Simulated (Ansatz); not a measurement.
**Band-structure calculation of CdSe**

CdSe (2 atoms in the cell), computed with DFT, PBEsol, all-electron LAPW, scalar-relativistic, no spin polarisation (Ansatz 0.2.0).

Its volume is 0.94 times that of the source entry. It belongs to a series of runs on one base structure; here: volume scaled by 0.94, LAPW.

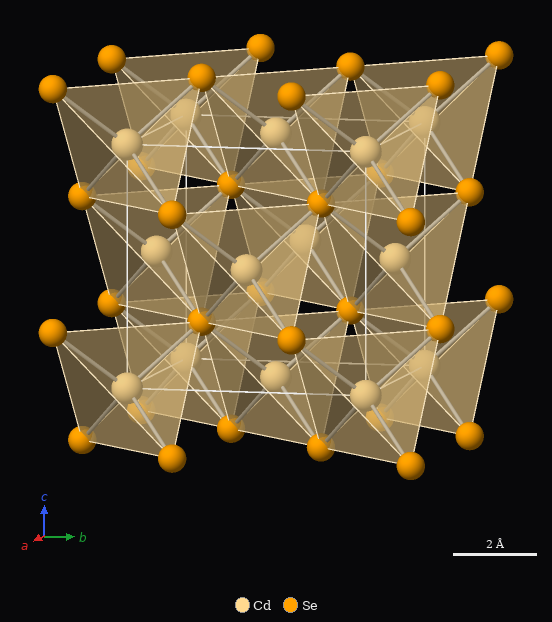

Figure 1. The structure (polyhedral view of the cell 4 times as large as that of the calculation, set on its symmetry axes, seen slightly off an axis; polyhedra are completed across the faces of the cell). An atom can appear more than once, as a periodic image.

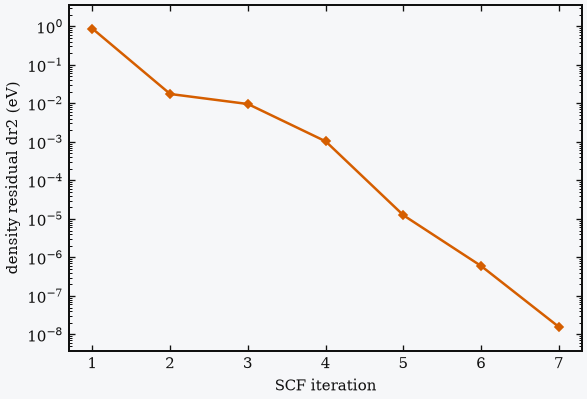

Figure 2. Convergence of the self-consistent field: density residual dr2 against the SCF iteration. The residual falls at every step.

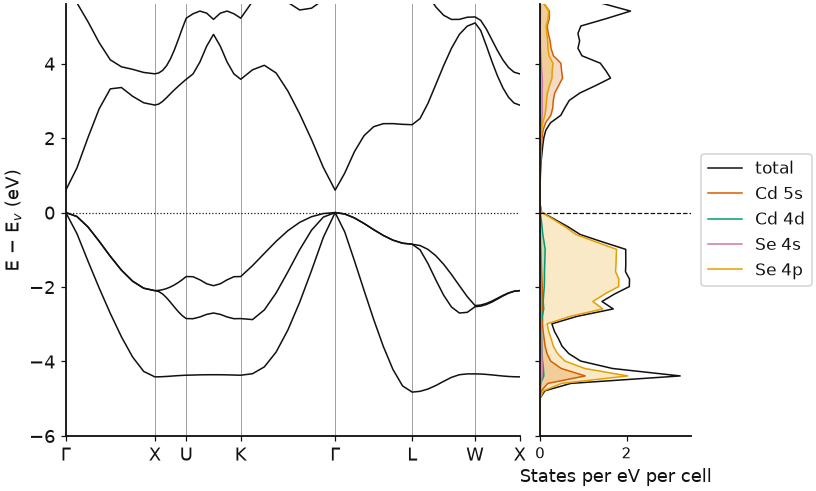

Figure 3. Band structure along Γ–X–U–K–Γ–L–W–X and density of states (projected on atomic shells), with energies from the valence-band top. There is a gap of 0.60 eV on this path, direct, at Γ.

The input that produced these results follows, with the program's output.

### Input file
```yaml
crystal:
  lattice:
    - [0.0, 2.9788817218, 2.9788817218]
    - [2.9788817218, 0.0, 2.9788817218]
    - [2.9788817218, 2.9788817218, 0.0]
  atoms:
    - { symbol: Cd, position: [0.0, 0.0, 0.0] }
    - { symbol: Se, position: [0.25, 0.25, 0.25] }
kpoints:
  mp_grid: { grid: [11, 11, 11] }
  band_path:
    path:
      - [0.0, 0.0, 0.0]
      - [-0.5, -0.5, 0.0]
      - [-0.375, -0.375, 0.25]
      - [-0.375, 0.0, 0.375]
      - [0.0, 0.0, 0.0]
      - [0.0, 0.0, 0.5]
      - [-0.5, -0.25, 0.25]
      - [-0.5, -0.5, 0.0]
    npoints: 8
scf:
  occupations: { method: fermi_dirac, width: 0.08 }
hamiltonian:
  xc: pbesol
  pseudopotentials: { kind: all_electron, lapw: { basis_error: 0.001 } }
output:
  forces: true
  stress: true
  eigenvalues: true
  populations: true
  dos: { projected: true, de: 0.2, e_range: [-14, 8] }
```

Launch command:
```bash
ansatz run input.yaml --threads 1 --pin off --max-ram 2048MiB --backend cpu --events-out ev --progress --plain --runs-dir out
```

### The program's output
```
Cd: projections on atomic orbitals take those of the free atom 1s2 2s2 2p6 3s2 3p6 3d10 4s2 4p6 4d10 5s2, of charge +0.00 (hamiltonian.pseudopotentials.projection_atoms)
Se: projections on atomic orbitals take those of the free atom 1s2 2s2 2p6 3s2 3p6 3d10 4s2 4p4, of charge +0.00 (hamiltonian.pseudopotentials.projection_atoms)
LAPW: plane waves up to 8.687 Å⁻¹, error target 1.0e-3 eV per atom; small_component_spin mean_spin; Se in spheres of 1.242 Å, 24 of its electrons in bands, Dirac shells []; Cd in spheres of 1.338 Å, 20 of its electrons in bands, Dirac shells [] (how accurate: hamiltonian.pseudopotentials.lapw.basis_error, Limitations)
Engine: ansatz 0.2.0, aarch64-unknown-linux-gnu
Pseudopotentials: kind: all_electron
Pseudopotential: Cd, LAPW, valence charge 20, lapw/all_electron/scalar/gaussian/Cd, Koelling and Harmon's equation, gaussian nucleus
Pseudopotential: Se, LAPW, valence charge 24, lapw/all_electron/scalar/gaussian/Se, Koelling and Harmon's equation, gaussian nucleus
Functional definition: PBEsol
  exchange = pbesol_x
  correlation = pbesol_c
Crystal: 2 atoms, lattice volume = 52.868 Å³
Basis set: ecut = 287.5362293945246 eV, 561 PW (Γ), exchange–correlation at level 2
Bands: 27, of which v1, the nominal top of the filled ones, is band 22 counted from 1 (21 counted from 0)
Symmetry: 24 space group operations
Space group: F-43m (ITA 216), of the structure as read, at distance tolerance 3.8e-5 Å
k-points: 56 of 1331 (time reversal used)
Non-local potential: Cd, projectors of the file, none
Non-local potential: Se, projectors of the file, none
Initial density: superposition of atomic densities (chi_scale 0.1, normalization cell, long waves kept (reshape's long-wave potential 0.00 eV rms))
Initial wavefunctions: plane waves of lowest kinetic energy (no species holds an atomic orbital)
Functional: x = pbesol(κ = 0.804, μ = 0.12345679012345678), c = pbesol(β = 0.046)
iter 1 solved again at ethr=1.98e-3 eV; its pass at ethr=1.00e-1 eV (dr2=8.69e-1 eV) is discarded
SCF iter   1: F=—  HF=-218247.337676 eV  |F-HF|=—  |Δ(HF+E_count)|=         —  Δρ=2.88e-2  dr2=8.71e-1  ethr=1.98e-3  ⟨swp⟩=2.0  Hψ=9590  notcnv=0
preconditioner: auto → none  [insulator: Δε(μ)=1.017 eV  Ē_g=12.700 eV  σ=0.080 eV  W_gap=0.99  n_scr=14 (ndim 8)  ℏωp=21.7 eV  f_vac=0.204  D(μ)=0.00/eV (n_scr^D=0)  ε∞_Penn≈3.9]
iter 2 solved again at ethr=3.97e-5 eV; its pass at ethr=1.98e-3 eV (dr2=1.75e-2 eV) is discarded
SCF iter   2: F=—  HF=-218247.017732 eV  |F-HF|=—  |Δ(HF+E_count)|=   3.20e-1  Δρ=7.20e-3  dr2=1.75e-2  ethr=3.97e-5  ⟨swp⟩=2.0  Hψ=7704  notcnv=0
SCF iter   3: F=—  HF=-218246.982092 eV  |F-HF|=—  |Δ(HF+E_count)|=   3.56e-2  Δρ=4.31e-3  dr2=9.61e-3  ethr=3.97e-5  ⟨swp⟩=3.0  Hψ=4666  notcnv=0
SCF iter   4: F=—  HF=-218246.980222 eV  |F-HF|=—  |Δ(HF+E_count)|=   1.87e-3  Δρ=1.43e-3  dr2=1.03e-3  ethr=2.18e-5  ⟨swp⟩=2.0  Hψ=4313  notcnv=0
SCF iter   5: F=—  HF=-218246.980109 eV  |F-HF|=—  |Δ(HF+E_count)|=   1.13e-4  Δρ=1.92e-4  dr2=1.24e-5  ethr=2.34e-6  ⟨swp⟩=2.0  Hψ=4313  notcnv=0
SCF iter   6: F=—  HF=-218246.980110 eV  |F-HF|=—  |Δ(HF+E_count)|=   1.20e-6  Δρ=3.92e-5  dr2=5.97e-7  ethr=2.81e-8  ⟨swp⟩=2.0  Hψ=4314  notcnv=0
SCF iter   7: F=-218246.980111 eV  HF=-218246.980111 eV  |F-HF|=3.37e-8  |Δ(HF+E_count)|=   9.51e-7  Δρ=6.45e-6  dr2=1.56e-8  ethr=1.36e-9  ⟨swp⟩=3.0  Hψ=4517  notcnv=0
SCF 1 converged in 7 iterations: F = -218246.980111 eV  dr2 = 1.56e-8
NSCF: frozen V_eff on 57 k-points
SCF converged after 7 iterations
Free energy (F): -218246.980111 eV
Harris-Foulkes:  -218246.980111 eV  (|F-HF|=3.37e-8)
Internal energy: -218246.979999 eV  (E = F + TS)
E sigma→0 (E₀):  -218246.980055 eV
Entropy (-TS):   -0.000112 eV (-0.056 meV/atom)
Fermi energy:    9.424540 eV
--- Per-component energies (eV) ---
  E_band       = -2060.634562
  E_kinetic    = 227034.736529
  E_xc         = -6489.358909
  E_electrostatic = -438792.357618  (all electrons and nuclei)
  E_smearing   = -0.000112  (= −TS)
  E_closure    = 0.000000  (closes the sum)
  E_atoms      = -218240.837515  (free atoms, spherical and without spin; not in F)
  Σ components = -218246.980111   (vs F -218246.980111, Δ=0.00e0)
  Basis errors (estimates in eV, not in F): energy 4.4e-4 per atom: plane waves 4.0e-4 (2.4e-4 summed), levels above the bands 5.1e-54, relativity 3.9e-8, radial functions 3.8e-5, core shells 1.4e-6; eigenvalues (radial functions only) 1.3e-6; not estimated: angular momenta, meshes, grids; target (lapw.basis_error) 1.0e-3; muffin-tin radii Se 1.242 Å, Cd 1.338 Å
--- Forces (eV/Å), atoms counted from 1 ---
  atom   1  Cd    -0.00000000     0.00000000    -0.00000000
  atom   2  Se     0.00000000    -0.00000000     0.00000000
  max |Σ_I F_I| component: 2.78e-17 eV/Å
--- Stress (GPa, compression-positive) ---
        3.742896      -0.000000      -0.000000
       -0.000000       3.742896       0.000000
       -0.000000       0.000000       3.742896
  P = ⅓ Tr σ = 3.7429 GPa (37.429 kbar)
--- Band table (eV; the first three rows and the last of 56) ---
  k-point 0: bands = ["-197.7383", "-137.4031", "-137.4031", "-137.4031", "-92.6332", "-53.7350", "-53.7350", "-53.7350", "-37.8417", "-37.8417", "-37.8417", "-37.8373", "-37.8373", "-3.9836", "0.8665", "0.8665", "0.8665", "1.3197", "1.3197", "9.0132", "9.0132", "9.0132", "9.6138", "14.8729", "14.8729", "14.8729", "18.8616"]
  k-point 1: bands = ["-197.7383", "-137.4031", "-137.4031", "-137.4031", "-92.6332", "-53.7350", "-53.7350", "-53.7350", "-37.8417", "-37.8417", "-37.8417", "-37.8373", "-37.8373", "-3.9495", "0.8777", "0.8777", "0.8919", "1.3188", "1.3188", "8.1489", "8.9341", "8.9341", "10.3453", "14.7282", "14.9982", "14.9982", "19.3448"]
  k-point 2: bands = ["-197.7383", "-137.4031", "-137.4031", "-137.4031", "-92.6332", "-53.7351", "-53.7350", "-53.7350", "-37.8418", "-37.8417", "-37.8417", "-37.8373", "-37.8373", "-3.8572", "0.9065", "0.9065", "0.9779", "1.3185", "1.3185", "6.9968", "8.7346", "8.7346", "11.0469", "14.6740", "15.2720", "15.2720", "19.0976"]
  k-point 55: bands = ["-197.7383", "-137.4031", "-137.4031", "-137.4031", "-92.6332", "-53.7353", "-53.7352", "-53.7351", "-37.8419", "-37.8418", "-37.8417", "-37.8373", "-37.8373", "-3.4110", "1.0722", "1.1029", "1.2728", "1.3252", "1.8823", "4.6768", "6.3045", "6.7923", "13.7957", "14.3393", "15.6364", "16.6960", "19.5176"]
--- Löwdin populations: 2 sites ---
  site symbol       q [e]
     0     Cd     46.7601
     1     Se     35.0405
  spilling = 0.002431 (of n_electrons = 82.000000)
```

### File dos.tsv
```
# E-E_F[eV]	g_bin_mean(E)[states/eV]	N(E)
# format = ansatz-dos/2
# fermi_ev = 9.424540
# fermi_mp_grid = 11 11 11
# fermi_mp_shift = 0 0 0
# g_bin_mean(E): the states in a bin one row spacing wide, centred on E, divided by that spacing. States that the method places at a single energy (under output.dos.method: tetrahedron, those of a tetrahedron whose four corners have one energy) are counted whole in the row whose bin holds that energy (on the edge of two bins, in the lower row). The sum of g_bin_mean over a run of rows, times the row spacing, is the number of states from half a spacing under the first of them to half a spacing over the last (a plain sum, not the trapezoid rule).
-14.000000	0.000000e0	2.600000e1
-13.800000	0.000000e0	2.600000e1
-13.600000	0.000000e0	2.600000e1
-13.400000	2.166519e-1	2.600006e1
-13.200000	1.346592e0	2.614281e1
-13.000000	5.018603e0	2.661791e1
-12.800000	3.418153e0	2.800000e1
-12.600000	0.000000e0	2.800000e1
-12.400000	0.000000e0	2.800000e1
-12.200000	0.000000e0	2.800000e1
-12.000000	0.000000e0	2.800000e1
-11.800000	0.000000e0	2.800000e1
-11.600000	0.000000e0	2.800000e1
-11.400000	0.000000e0	2.800000e1
-11.200000	0.000000e0	2.800000e1
-11.000000	0.000000e0	2.800000e1
-10.800000	0.000000e0	2.800000e1
-10.600000	0.000000e0	2.800000e1
-10.400000	0.000000e0	2.800000e1
-10.200000	0.000000e0	2.800000e1
-10.000000	0.000000e0	2.800000e1
-9.800000	0.000000e0	2.800000e1
-9.600000	0.000000e0	2.800000e1
-9.400000	0.000000e0	2.800000e1
-9.200000	0.000000e0	2.800000e1
-9.000000	0.000000e0	2.800000e1
-8.800000	0.000000e0	2.800000e1
-8.600000	1.055279e0	2.800000e1
-8.400000	1.949878e1	3.005504e1
-8.200000	1.147597e1	3.284643e1
-8.000000	1.165901e1	3.650602e1
-7.800000	3.267178e0	3.699665e1
-7.600000	3.043781e0	3.784902e1
-7.400000	0.000000e0	3.800000e1
-7.200000	0.000000e0	3.800000e1
-7.000000	0.000000e0	3.800000e1
-6.800000	0.000000e0	3.800000e1
-6.600000	0.000000e0	3.800000e1
-6.400000	0.000000e0	3.800000e1
-6.200000	0.000000e0	3.800000e1
-6.000000	0.000000e0	3.800000e1
-5.800000	0.000000e0	3.800000e1
-5.600000	0.000000e0	3.800000e1
-5.400000	0.000000e0	3.800000e1
-5.200000	1.074148e-1	3.800000e1
-5.000000	7.096562e-1	3.807334e1
-4.800000	3.238336e0	3.830949e1
-4.600000	1.674966e0	3.901697e1
-4.400000	9.356923e-1	3.924629e1
-4.200000	6.633353e-1	3.940643e1
-4.000000	5.067788e-1	3.951852e1
-3.800000	4.240108e-1	3.961178e1
-3.600000	3.299581e-1	3.968776e1
-3.400000	2.718039e-1	3.974601e1
-3.200000	8.529036e-1	3.981342e1
-3.000000	1.690396e0	4.012117e1
-2.800000	1.430533e0	4.043263e1
-2.600000	1.719860e0	4.072555e1
-2.400000	2.062852e0	4.111702e1
-2.200000	2.067657e0	4.153241e1
-2.000000	1.974323e0	4.193625e1
-1.800000	1.981139e0	4.233033e1
-1.600000	1.979991e0	4.272404e1
-1.400000	1.979700e0	4.312302e1
-1.200000	1.441735e0	4.348438e1
-1.000000	9.247925e-1	4.370963e1
-0.800000	6.533078e-1	4.386546e1
-0.600000	3.472523e-1	4.396567e1
-0.400000	3.160379e-2	4.400000e1
-0.200000	0.000000e0	4.400000e1
0.000000	0.000000e0	4.400000e1
0.200000	7.879137e-5	4.400000e1
0.400000	1.660782e-3	4.400011e1
0.600000	5.983370e-3	4.400080e1
0.800000	1.308771e-2	4.400264e1
1.000000	2.636223e-2	4.400633e1
1.200000	4.386970e-2	4.401340e1
1.400000	6.173573e-2	4.402391e1
1.600000	8.582254e-2	4.403831e1
1.800000	1.305721e-1	4.405939e1
2.000000	2.402863e-1	4.409222e1
2.200000	4.767866e-1	4.416414e1
2.400000	5.714261e-1	4.427647e1
2.600000	6.731992e-1	4.439319e1
2.800000	9.188731e-1	4.455208e1
3.000000	1.285350e0	4.476522e1
3.200000	1.628315e0	4.507039e1
3.400000	1.518756e0	4.538762e1
3.600000	1.392038e0	4.568358e1
3.800000	9.669213e-1	4.591631e1
4.000000	8.749680e-1	4.609652e1
4.200000	9.131303e-1	4.627273e1
4.400000	8.743759e-1	4.645922e1
4.600000	9.429406e-1	4.662978e1
4.800000	1.535519e0	4.685289e1
5.000000	2.089843e0	4.724362e1
5.200000	1.458623e0	4.763573e1
5.400000	6.705598e-1	4.782168e1
5.600000	5.544338e-1	4.793552e1
5.800000	9.299657e-1	4.806214e1
6.000000	2.376604e0	4.837680e1
6.200000	2.783987e0	4.895082e1
6.400000	2.143563e0	4.943048e1
6.600000	1.617948e0	4.981023e1
6.800000	1.339994e0	5.009991e1
7.000000	1.296639e0	5.035641e1
7.200000	1.172218e0	5.062601e1
7.400000	9.758069e-1	5.082061e1
7.600000	1.025094e0	5.101840e1
7.800000	1.282575e0	5.124612e1
8.000000	1.181983e0	5.152057e1
```

### Summary

| quantity | value |
| --- | --- |
| outcome | converged |
| space group (tolerance 0.01 Å) | F-43m (216) |
| electrons in bands (core shells apart) | 44 |
| free energy | −218246.9801 eV |
| Fermi energy | 9.425 eV |
| pressure | 3.74 GPa |
| electronic character | gap of 0.60 eV |
| largest force (length of the vector) | under 0.001 eV/Å |
| hardware | 1 thread of Arm Neoverse V2, 112 GiB of memory available, shared host |
| wall time | 33 s |
| peak memory | 0.36 GiB |
